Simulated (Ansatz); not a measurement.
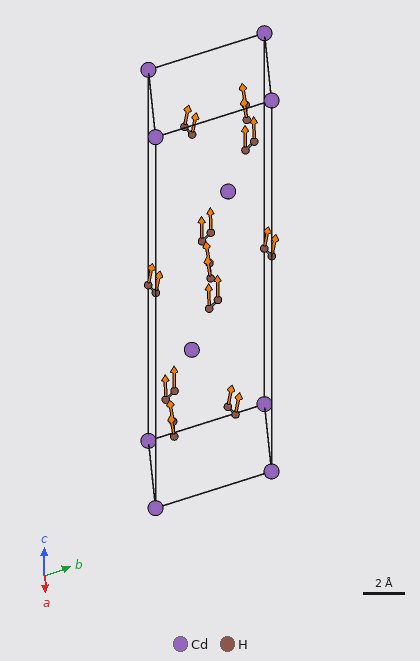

Lattice vibrations of crystalline CdH₆ (a generated structure), at the zone centre. The optical levels lie at 55i (×2), 25i, 19i (×2), 64 (×2), 68, 73, 106 (×2), 106 (×2), 145, 145, 4295 (×3) cm⁻¹. One mode is drawn. The orange arrows are the displacements of the atoms (eigenvector over the root of the mass), of arbitrary overall length and sign. Style: ball-and-stick. Shown: the conventional cell (3 times the calculation's cell), from a free direction. Lengths and directions refer to the drawn axes.

These are results of DFT PBE, scalar-relativistic, plane waves, PAW in Ansatz 0.2.0, not measurements. Set-up: plane-wave cutoff 420 eV; k-point mesh 6 × 6 × 6; occupations fixed; no spin polarisation.

Frequencies are those without the non-analytic (LO–TO) term.

Q: Which of these frequencies is the drawn mode's?

A: The level at 68 cm⁻¹. This is the A_u mode, optical level 5 of 11, counted from below (3 lower levels are imaginary, so the structure is unstable), infrared-active by symmetry. The kinetic energy is shared as H 95 %, Cd 5 %.
